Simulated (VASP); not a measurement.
System: Ir, space group P6_3/mmc (No. 194).

The given structure:
```
CELL_PARAMETERS angstrom
2.75138 0.00000 0.00000
-1.37569 2.38276 0.00000
0.00000 0.00000 4.46229
ATOMIC_POSITIONS crystal
Ir 0.33333 0.66667 0.25000
Ir 0.66667 0.33333 0.75000
```

Calculation (VASP 6.6.1): plane-wave DFT, no spin polarisation; energies at scaled volumes of the given cell, shape and fractions fixed, counted from the fit's minimum, third-order Birch-Murnaghan fit. Level: PBEsol.

| setting | value |
| --- | --- |
| k mesh | 11×11×6 |
| occupations | Fermi–Dirac |
| smearing width | 0.05 eV |
| potentials | VASP PAW PBE potentials, recommended |
| wave cutoff | 520 eV |

What does the calculation give for the energy and pressure against volume? The volume takes the values 13.75, 14.04, 14.33, 14.63, 14.92, 15.21, 15.50 Å³/atom.

A third-order Birch–Murnaghan fit gives V0 = 14.16 Å³/atom, B0 = 385 GPa and B′ = 5.2. The energy is 15 meV/atom at volume 13.75 Å³/atom and 128 meV/atom at 15.50 Å³/atom; the lowest computed point is at volume 14.04 Å³/atom (1 meV/atom), in a single well. The pressure falls from 12.07 GPa at volume 13.75 Å³/atom to −27.74 GPa at 15.50 Å³/atom, and changes sign near 14.16 Å³/atom.

| volume (Å³/atom) | energy (meV/atom) | pressure (GPa) |
| --- | --- | --- |
| 13.75 | 15 | 12.07 |
| 14.04 | 1 | 3.16 |
| 14.33 | 3 | −4.70 |
| 14.63 | 18 | −11.62 |
| 14.92 | 44 | −17.71 |
| 15.21 | 82 | −23.06 |
| 15.50 | 128 | −27.74 |

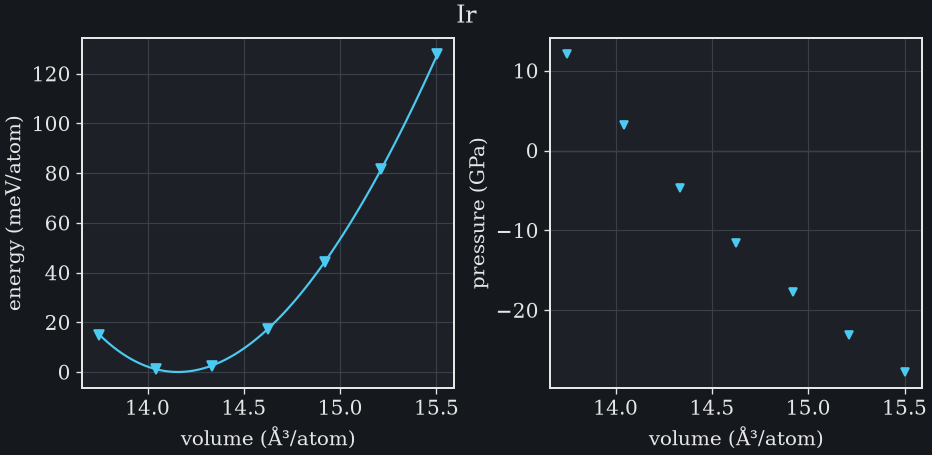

Caveats: shape and atomic fractions are frozen while scaling, which makes layered, chain and framework solids too stiff.
